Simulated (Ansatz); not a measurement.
**ZrO$_{3}$: density, localisation and related maps**

```
CELL_PARAMETERS angstrom
4.05669 0.00000 0.01495
0.00000 3.23795 0.00000
-0.90511 0.00000 7.37164
ATOMIC_POSITIONS crystal
Zr 0.28369 0.75000 0.65593
Zr 0.71631 0.25000 0.34407
O 0.86303 0.75000 0.18352
O 0.13697 0.25000 0.81648
O 0.24046 0.25000 0.45559
O 0.75954 0.75000 0.54441
O 0.50026 0.25000 0.81681
O 0.49974 0.75000 0.18319
```

Space group P2₁/m.

These are results of DFT PBEsol, scalar-relativistic, plane waves, PAW (Ansatz 0.2.0), not measurements.

Core electrons are frozen (PAW), and the valence fields are smoothed inside the atomic spheres.

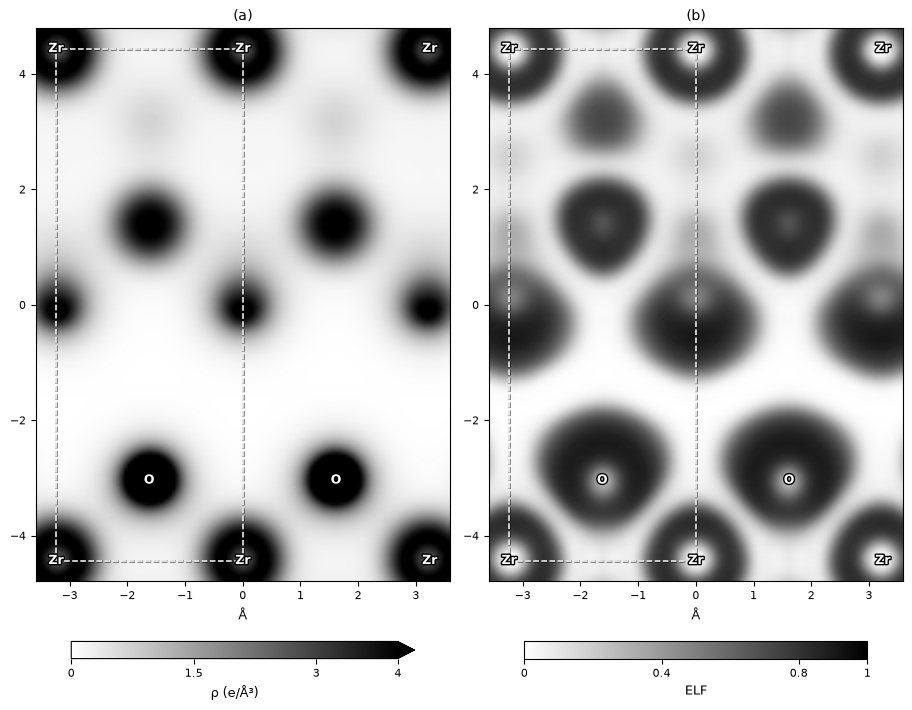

Figure 1. (a) valence pseudo-density; (b) electron localisation function on the (101) plane of the conventional cell.

What does the map show?

The plane passes through Zr and O nuclei.
Atoms just off the plane (Zr, 0.4 Å away and O, 0.4 Å away) can leave unmarked features too.
Zr–O (2.14 Å): ρ is about 0.62 e/Å³ halfway; the ELF peaks at about 0.80 in the valence shell of O, 0.6 Å from its nucleus, and drops to about 0.20 between the two atoms: no shared electron pair shows on this line.
Between the atoms the lowest density in this plane is 0.01 e/Å³.
The features right at Zr lie inside the PAW spheres, where the map follows smoothed inner orbitals and isn't to be read closely.

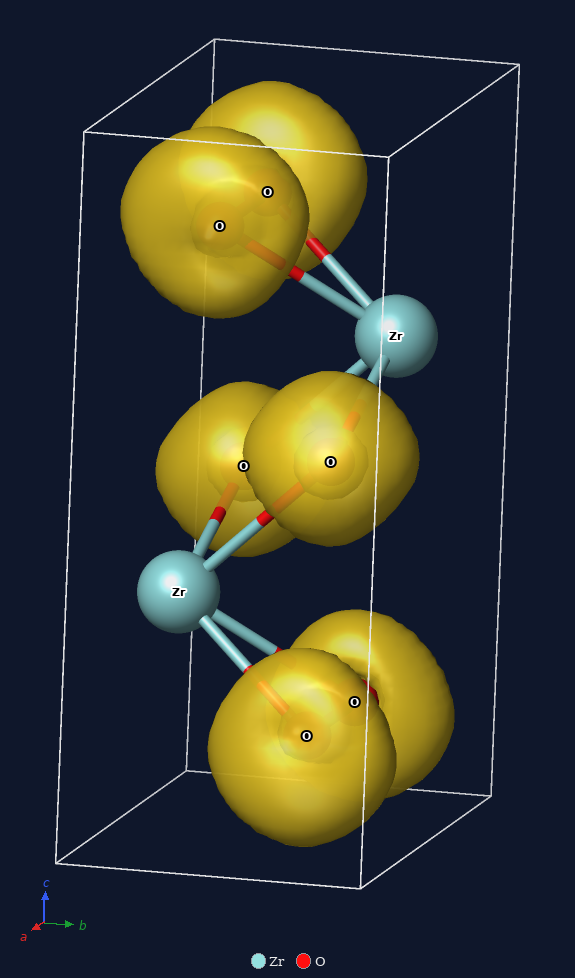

Figure 2. Isosurface of the ELF at 0.7 (yellow), seen slightly off an axis. Only the valence region is drawn (cores and ρ < 0.01 e/Å³ removed). Sticks mark near contacts.

Describe the localisation domains.

The surface consists of six regions wrapped around O (the valence shell of each), counted in one cell of 8 atoms. Regions shared between cells count once.


O–O (1.47 Å): the ELF peaks at about 0.65 between the atoms.

Does the calculation give a band gap?

It is gapped, with a Kohn–Sham gap of 3.5 eV on the k-point mesh (the band edges may lie off the mesh, which would make the gap smaller).
